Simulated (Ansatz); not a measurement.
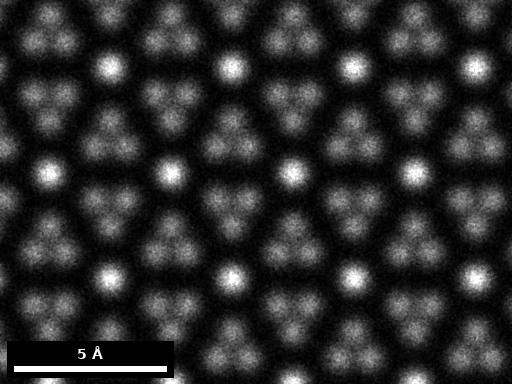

Z-contrast image of Rh. Simulation: incoherent imaging, intensity Z^1.7 per atom, probe width 0.71 Å, thin sample. Shot noise was added.

What two-dimensional lattice does the image show, and how large is its cell?

The pattern repeats on a hexagonal net with a repeat of 4.0 Å.

Which plane group does this projection have?

p6mm: sixfold points with mirror lines through them.

How many columns does the smallest repeating cell hold, and how many levels of brightness?

7 columns in the primitive cell of 13.8 Å², with 2 levels of brightness (about 100, 50 % of the brightest, counted from the darkest point).

The crystal is Rh (Pm-3n, No. 223) seen along [111]. Atomic positions: the geometry relaxed with Ansatz, DFT, PBE, plane waves (420 eV) with PAW, scalar-relativistic; the starting structure was generated, so it need not be a known form of this composition.
